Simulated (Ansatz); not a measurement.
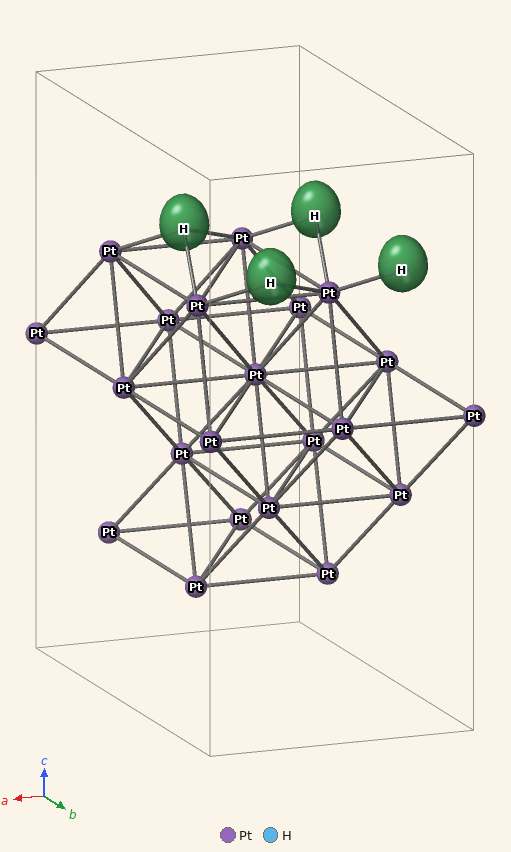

*HPt₄ (slab). Isosurface of the electron localisation function at 0.75 (green), seen at an oblique angle. Core shells and regions of very low density are left out. Sticks mark near contacts.*

Computed without spin polarisation.

Level of theory: Ansatz 0.2.0, DFT PBE, scalar-relativistic, plane waves, PAW.

In a PAW calculation such maps are meaningful between the atoms, not at the nuclei.

**Where are the electrons localised?**

At this value the surface marks out one region around a hydrogen nucleus, counted in one cell of 5 atoms. Counts are for one cell; the picture repeats the cell along the surface.

Values along the shortest contacts:
Pt–H (1.85 Å): the ELF climbs to about 1 towards the hydrogen. Pt–Pt (2.81 Å): the ELF is about 0.25 at the midpoint; no localised pair shows between them.

**Does the calculation give a band gap?**

It is metallic or semimetallic at this level of theory: no gap opens.
